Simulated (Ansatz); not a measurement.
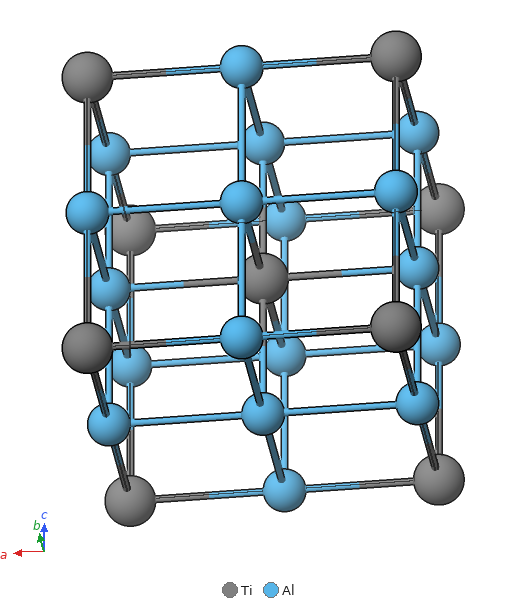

Shown here is a ball-and-stick view of the crystal, taken from a general direction. Thin lines show the conventional unit cell, with boundary atoms drawn in all their periodic places. Cell: a = 4.975 Å, b = 4.975 Å, c = 4.975 Å, α = 90.00°, β = 90.00°, γ = 90.00°.

Caption:

Chemical formula TiAl$_{3}$. The structure has Im-3m (No. 229) symmetry and a body-centred cubic lattice. The cell has 8 atoms, namely 2 Ti, 6 Al. Ti is coordinated by six Al in an octahedral arrangement at about 2.5 Å. Each Al has four Al and two Ti in an octahedral arrangement (about 2.5 Å to Al, 2.5 Å to Ti). The bonds build a three-dimensional framework.

The structure was taken from a structure listed in the Materials Project. The cell was then strained or its atoms displaced on purpose. It was run through Ansatz as a DFT input.

At this level of theory the run's own cell isn't at rest (compressed, at 23 GPa), so its distances can differ from those at equilibrium, the more so the softer the solid.
